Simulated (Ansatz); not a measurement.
# Calculations on HCl

**1. Relaxation**

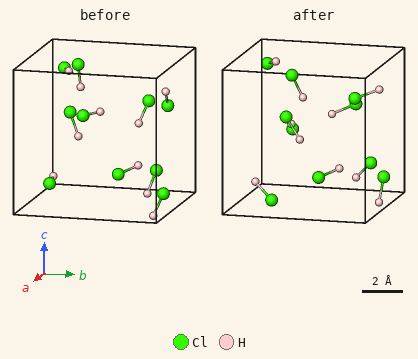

The structure of an amorphous cell of composition HCl before (left) and after (right) a relaxation, at one scale.

A ball-and-stick model of the cell of the calculation, seen slightly off an axis.

The cell holds 10 HCl. The run prepares the start of a later molecular dynamics calculation, from a guessed geometry.

Level of theory: Ansatz 0.2.0, DFT PBE-D3(BJ), scalar-relativistic, plane waves, PAW.

The input:
```yaml
crystal:
  lattice:
    - [7.41686, 0.0, 0.0]
    - [0.0, 7.41686, 0.0]
    - [0.0, 0.0, 7.41686]
  atoms:
    - { symbol: Cl, position: [0.6609168, 0.3039989, 0.6542302] }
    - { symbol: H, position: [0.6643936, 0.3622322, 0.4918124] }
    - { symbol: Cl, position: [0.3852927, 0.0845907, 0.0899305] }
    - { symbol: H, position: [0.2144708, 0.0642793, 0.1037183] }
    - { symbol: Cl, position: [0.6132693, 0.6274446, 0.2335003] }
    - { symbol: H, position: [0.4801526, 0.730028, 0.2727349] }
    - { symbol: Cl, position: [-0.0142654, 0.6690301, 0.6097263] }
    - { symbol: H, position: [0.0792557, 0.6244256, 0.4717154] }
    - { symbol: Cl, position: [0.9923601, 0.45078, 1.0627527] }
    - { symbol: H, position: [0.9448927, 0.4548384, 0.8968818] }
    - { symbol: Cl, position: [0.3682624, 0.9068572, 0.67176] }
    - { symbol: H, position: [0.4874849, 0.9245446, 0.7952747] }
    - { symbol: Cl, position: [0.8991058, 1.0214217, 0.1832737] }
    - { symbol: H, position: [0.8986761, 0.9499706, 0.0261836] }
    - { symbol: Cl, position: [0.1272234, 0.2478004, 0.5132747] }
    - { symbol: H, position: [0.2089267, 0.3902756, 0.5662666] }
    - { symbol: Cl, position: [0.0018996, 0.0830189, 0.807616] }
    - { symbol: H, position: [0.1570518, 0.1569237, 0.8233842] }
    - { symbol: Cl, position: [0.1947826, 0.7792861, 0.1805366] }
    - { symbol: H, position: [0.2813392, 0.7399621, 0.0365077] }
basis:
  ecutwfc: 420.0
kpoints:
  mp_grid: { grid: [1, 1, 1] }
hamiltonian:
  xc: pbe
  dispersion: d3bj
scf:
  occupations: { method: fermi_dirac, width: 0.05 }
  lower_state_search: "off"
relax:
  f_tol: 0.3
  max_steps: 15
  adjacent_minimum: "off"
```

Command:
```bash
ansatz run input.yaml --threads 1 --pin off --max-ram 3072MiB --backend cpu --events-out ev --progress --plain --runs-dir out
```

Summarise the run.

Answer. Cl11 moves most: 1.33 Å along [2 −2 1]. Largest moves by element: Cl 1.33 Å, H 1.24 Å. The cell doesn't change. Among the contacts that change: Cl15–Cl17 2.669 → 3.769 Å, Cl13–Cl19 2.835 → 3.875 Å, Cl3–Cl19 2.752 → 3.485 Å, Cl19–H20 1.280 → 1.352 Å. The energy falls by 184 meV per atom in 12 accepted moves (13 points after the start). The largest force component goes from 2 to 0.28 eV/Å. 1 step only repeated the SCF at the same geometry.

Limits of the set-up: the periodic images lie only 7.4 Å apart, so the values are limited by the cell's size.

**2. Dynamics**

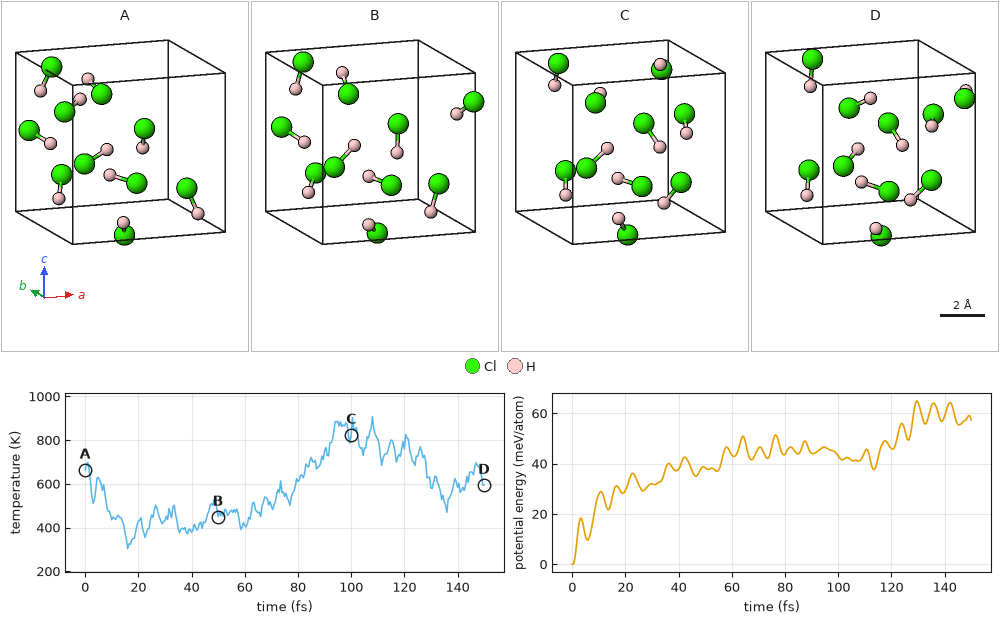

A Born-Oppenheimer molecular dynamics run of a periodic cell with 10 HCl at 1.484 g/cm³, 150 fs long. Frames (A at 0 fs, B at 50 fs, C at 100 fs, D at 150 fs) and the history of the run. The picture is a ball-and-stick view of the simulation cell, seen slightly off an axis. Atoms that leave the cell re-enter on the other side.

Method: DFT PBE-D3(BJ), scalar-relativistic, plane waves, PAW in Ansatz 0.2.0. Set-up: plane-wave cutoff 420 eV; k-point mesh 1 × 1 × 1; Fermi-Dirac smearing 0.05 eV; Langevin thermostat (NVT); set temperature 700 K; time step 0.5 fs; friction 0.02 per fs.

Input file:
```yaml
crystal:
  lattice:
    - [7.41686, 0.0, 0.0]
    - [0.0, 7.41686, 0.0]
    - [0.0, 0.0, 7.41686]
  atoms:
    - { symbol: Cl, position: [0.59329779, 0.33422881, 0.6079284] }
    - { symbol: H, position: [0.61980845, 0.43688169, 0.46365209] }
    - { symbol: Cl, position: [0.40539153, 0.18129155, -0.01526267] }
    - { symbol: H, position: [0.35024203, 0.05227814, 0.0931115] }
    - { symbol: Cl, position: [0.63150758, 0.57166898, 0.21214449] }
    - { symbol: H, position: [0.49596043, 0.67963376, 0.25207453] }
    - { symbol: Cl, position: [-0.04553646, 0.64724138, 0.58072999] }
    - { symbol: H, position: [0.04109238, 0.50343656, 0.52120307] }
    - { symbol: Cl, position: [1.04695173, 0.49919263, 1.00307839] }
    - { symbol: H, position: [0.99804931, 0.56243198, 0.84320439] }
    - { symbol: Cl, position: [0.48045324, 0.78408132, 0.73891378] }
    - { symbol: H, position: [0.45136173, 0.94703565, 0.80291354] }
    - { symbol: Cl, position: [0.77079086, 1.06571213, 0.27474094] }
    - { symbol: H, position: [0.83810181, 1.05082598, 0.11234162] }
    - { symbol: Cl, position: [0.174937, 0.2654084, 0.43224138] }
    - { symbol: H, position: [0.33517313, 0.30003479, 0.50290247] }
    - { symbol: Cl, position: [-0.04360878, 0.02843199, 0.82512941] }
    - { symbol: H, position: [0.09477999, 0.12568747, 0.8738716] }
    - { symbol: Cl, position: [0.23514287, 0.82817456, 0.24378023] }
    - { symbol: H, position: [0.17159478, 0.70803094, 0.12238144] }
basis:
  ecutwfc: 420.0
kpoints:
  mp_grid: { grid: [1, 1, 1] }
hamiltonian:
  xc: pbe
  dispersion: d3bj
scf:
  occupations: { method: fermi_dirac, width: 0.05 }
  lower_state_search: "off"
md:
  timestep: 0.5
  n_steps: 300
  ensemble: nvt_langevin
  temperature: 700.0
  initial_velocities: maxwell_boltzmann
  seed: 323255
  friction: 0.02
```

Launched with:
```bash
ansatz run input.yaml --threads 1 --pin off --max-ram 3072MiB --backend cpu --events-out ev --progress --plain --runs-dir out
```

Q: Describe the run.

A: In the second half of the run the atoms are, in the root-mean-square, this far from where they began (common drift taken out): H 1.10 Å, Cl 0.42 Å. The heavy atoms stay within a fraction of a molecule's size of their starting places, while the hydrogen atoms travel further, as molecules turn; so short a run doesn't tell a liquid from a solid. The mean temperature in the second half is 703 K (standard deviation 105 K). The potential energy is still drifting at the end, so the run hasn't reached equilibrium. The potential energy in the second half lies on average 49.9 meV per atom above the first frame.

Limits of the set-up: the periodic images lie only 7.4 Å apart, so the values are limited by the cell's size.

Cost: 8.4 min on 1 thread of Arm Neoverse V1, on a shared host, peak memory 0.39 GiB.

**3. Dynamics**

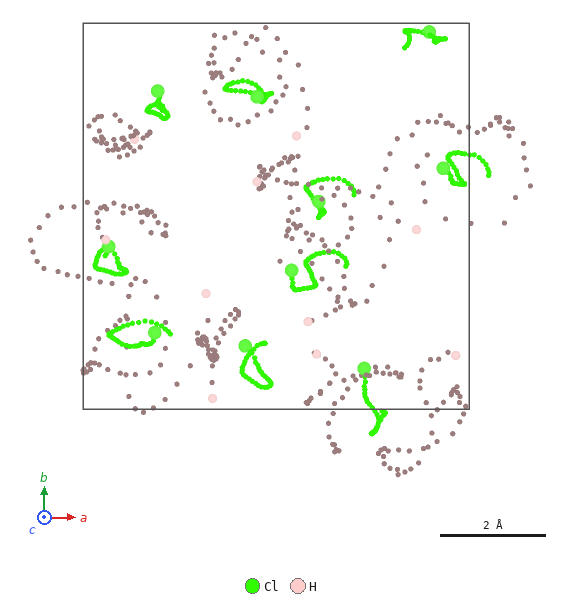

Molecular dynamics of a periodic cell with 10 HCl at 1.484 g/cm³, 300 fs long. It starts from the last geometry of an earlier run, with fresh velocities. Dots mark each atom's position at evenly spaced times, in the colour of its element; spheres stand at the starting positions. Seen along the c axis in the simulation cell.

The calculation used DFT PBE-D3(BJ), scalar-relativistic, plane waves, PAW (Ansatz 0.2.0). Set-up: plane-wave cutoff 420 eV; k-point mesh 1 × 1 × 1; Fermi-Dirac smearing 0.05 eV; constant energy (NVE); velocities drawn for 700 K; time step 0.75 fs.

Q: How do the atoms move?

A: In the second half of the run the atoms are, in the root-mean-square, this far from where they began (common drift taken out): H 1.84 Å, Cl 0.81 Å. The molecules turn and drift from their places. The total energy stays between −0.34 and 0.3 meV per atom of its start. A straight-line fit has a slope that amounts to +0.033 meV per atom over 300 fs (under 0.1 % of the mean kinetic energy), and the ripple about it is 1.1 % of the kinetic energy's fluctuation. With a drift under 2 % and a ripple under 7 %, the integration is accurate.

Limits of the set-up: the periodic images lie only 7.4 Å apart, so the values are limited by the cell's size.
